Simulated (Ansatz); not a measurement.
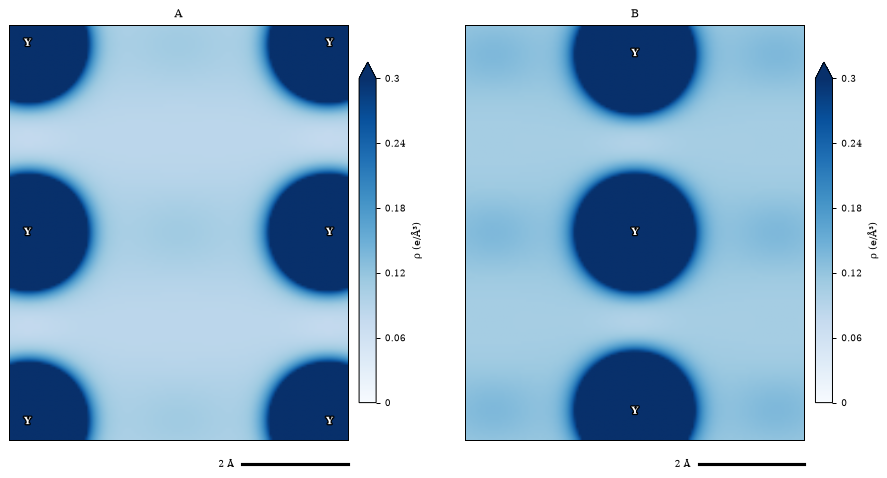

Y. The valence charge density (pseudo) of two cells that differ in size, on the (100) plane of each (indices in the axes of the calculation cell), at one length scale and on one colour scale: A has 33.7 Å³ an atom and B 28.6.

The calculation used Ansatz, DFT, PBE, plane waves (420 eV) with PAW, scalar-relativistic.

The larger cell:

```
CELL_PARAMETERS angstrom
5.71521 0.00000 0.00000
-2.85760 4.94952 0.00000
0.00000 0.00000 3.57919
ATOMIC_POSITIONS crystal
Y 0.00000 0.00000 0.00000
Y 0.33333 0.66667 0.50000
Y 0.66667 0.33333 0.50000
```

The smaller cell: a = 5.406 Å, b = 5.406 Å, c = 3.385 Å, α = 90.00°, β = 90.00°, γ = 120.00°.

What changes from the larger cell to the smaller?

Answer. From the larger cell to the smaller, Y–Y goes from 3.58 to 3.39 Å, and the density at its midpoint from 0.08 to 0.09 e/Å³; the pressure goes from −1.4 to 6 GPa.
